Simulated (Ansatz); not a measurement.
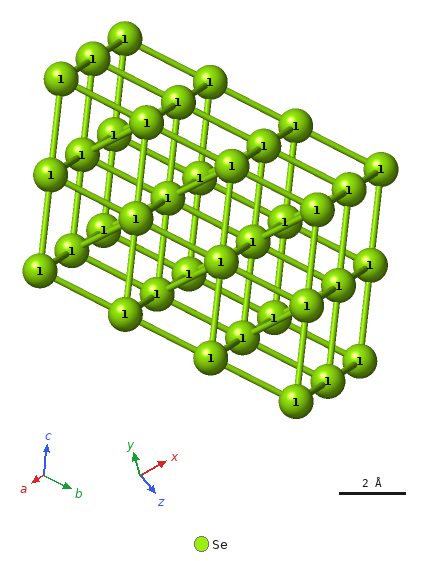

Crystalline Se (Im-3m): the cell is strained equally along x and y, with the atoms kept at their fractional coordinates. x, y and z are the Cartesian axes of the input. The picture shows the reference cell. The picture is a ball-and-stick view of the cell of the calculation, repeated 2 × 3 × 2 with one cell outlined, seen slightly off an axis.

Computed with Ansatz 0.2.0, DFT PBEsol, scalar-relativistic, plane waves, PAW. (plane-wave cutoff 420 eV; k-point mesh 20 × 20 × 20; occupations gaussian; smearing width 0.15 eV; no spin polarisation). Energies (free energies at the smearing named) are counted from the cell as listed in its source, which wasn't relaxed.

```
Se
1.0
    -1.70345    1.70345    1.70345
     1.70345   -1.70345    1.70345
     1.70345    1.70345   -1.70345
Se
1
Direct
  0.00000 0.00000 0.00000
```

Give the energy at each point (the strain: −0.100, −0.050, 0.000, 0.025, 0.075).

```
strain  ΔE (meV/atom)
−0.100          233.3
−0.050           38.1
 0.000            0.0
 0.025           25.7
 0.075          139.3
```

Of the computed points the lowest is at the strain 0.00, 0.0 meV/atom. At the ends of the scan the energy is 233.3 meV/atom (−0.10) and 139.3 meV/atom (0.075). The unrelaxed reference is under a pressure of −2.1 GPa, which tilts the curve. The distortion takes the space group from Im-3m to I4/mmm. At the strain −0.10 the cell of the drawing goes a 2.950 → 2.757 Å, b 2.950 → 2.757 Å, c 2.950 → 2.757 Å, α 109.5° → 112.4°, β 109.5° → 112.4°, γ 109.5° → 103.7°.

The computed profile:

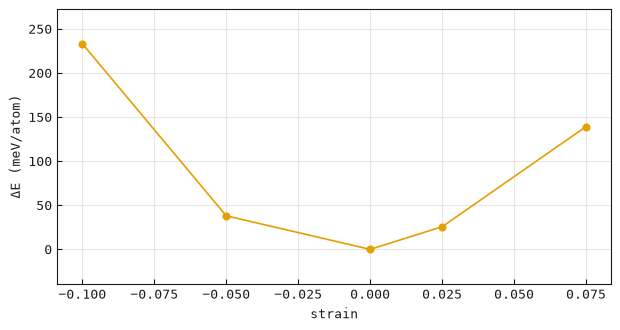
